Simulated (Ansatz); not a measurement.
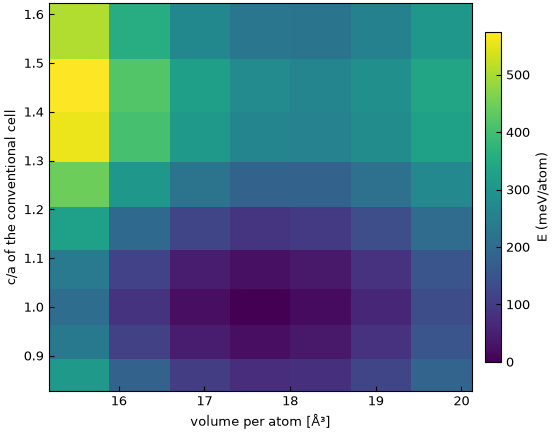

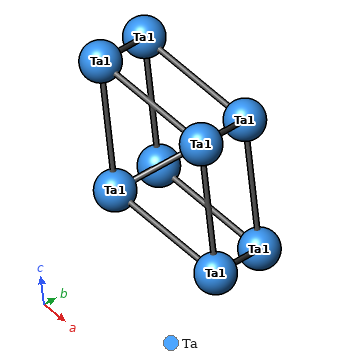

Energy landscape of Ta (Im-3m, No. 229; 1 atom in the cell). The energy is mapped over volume and the cell's shape. Coordinates scanned: (1) volume per atom; (2) c/a of the conventional cell. Nothing is relaxed (symmetry fixes all fractional coordinates). Grid: 7 × 9 points. Points are written as (first, second). All energies are given in meV/atom relative to the lowest grid point. These are results of Ansatz, DFT PBEsol, scalar-relativistic, plane waves, PAW, not measurements. Settings: cutoff 420 eV, k-mesh 22×22×22, gaussian smearing 0.15 eV, no spin polarisation.

Drawn: one coloured cell a grid point. The second picture is the structure at the lowest point

> Describe this landscape.

The lowest grid point is at (17.65 Å³, 1.000) [bcc]. It is the only kind of minimum in the scanned range. The highest grid point, (15.53 Å³, 1.453), lies 573 meV/atom above the lowest. Round the minimum the two coordinates are nearly uncoupled.

The input of one point:

```yaml
crystal:
  lattice:
    - [-1.640228635, 1.640228635, 1.640228635]
    - [1.640228635, -1.640228635, 1.640228635]
    - [1.640228635, 1.640228635, -1.640228635]
  atoms:
    - { symbol: Ta, position: [0.0, 0.0, 0.0] }
basis:
  ecutwfc: 420
kpoints:
  mp_grid: { grid: [22, 22, 22] }
hamiltonian:
  xc: pbesol
  pseudopotentials: { kind: paw, azcp: { folder: soft_1 } }
scf:
  occupations: { method: gaussian, width: 0.15 }
output:
  forces: true
  stress: true
  eigenvalues: true
  write_density: true
  write_potential: true
  elf: true
  volumetric_format: npy
```

Each point was launched as `ansatz run input.yaml --threads 1 --pin off --max-ram 2048MiB --backend cpu --events-out ev --progress --plain --runs-dir out`. The whole map (63 points run) took 8.1 min on 1 thread of Arm Neoverse V2, on a shared host.
